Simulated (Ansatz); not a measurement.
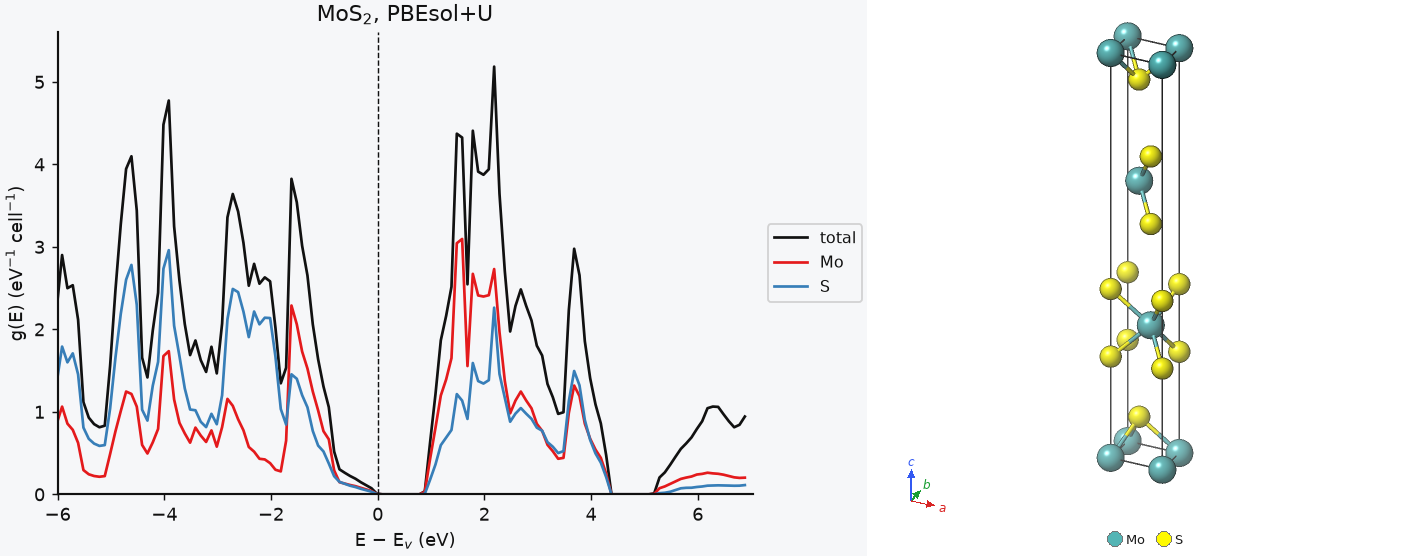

Density of states, beside the structure. Energies are counted from the top of the valence band. The partial curves are projected on Löwdin-orthogonalised atomic shells.

Input of the run:

```yaml
crystal:
  lattice:
    - [1.58, 0.9122134253, 6.15]
    - [-1.58, 0.9122134253, 6.15]
    - [0.0, -1.8244268506, 6.15]
  atoms:
    - { symbol: Mo, position: [0.0, 0.0, 0.0] }
    - { symbol: S, position: [0.417, 0.417, 0.417] }
    - { symbol: S, position: [0.25, 0.25, 0.25] }
hamiltonian:
  xc: pbesol
  pseudopotentials: { kind: paw }
  hubbard: { sites: [{ species: Mo, l: d, u_eff: 1.0 }] }
kpoints:
  mp_grid: { grid: [10, 10, 10] }
scf:
  occupations: { method: fermi_dirac, width: 0.05 }
  n_extra_bands: 7
output:
  forces: true
  stress: true
  eigenvalues: true
  dos: { projected: true, de: 0.05, nscf_kmesh: { grid: [15, 15, 15] } }
  write_density: true
  write_potential: true
  elf: true
  volumetric_format: npy
```

System: MoS₂, space group R3m, 3 atoms in the primitive cell.

Ansatz 0.2.0; PBEsol, Mo d U = 1 eV, Ansatz PAW, no spin polarisation, no spin-orbit coupling, 10×10×10 k mesh in the self-consistent step, 420 eV cutoff.

Q: Metal or insulator, going by the density of states?

A: There is a gap; over the k points computed it is 0.93 eV.

Q: Which states form the band edges?

A: By projected weight, the top eV of the valence band is Mo (57 %) and S (43 %); the bottom eV of the conduction band is Mo (67 %) and S (33 %).

The density of states comes from the program's own step for it, whose mesh and broadening can differ from those of the self-consistent step. Spin-orbit coupling is left out, which matters for Mo. The PAW data sets were made with another functional.
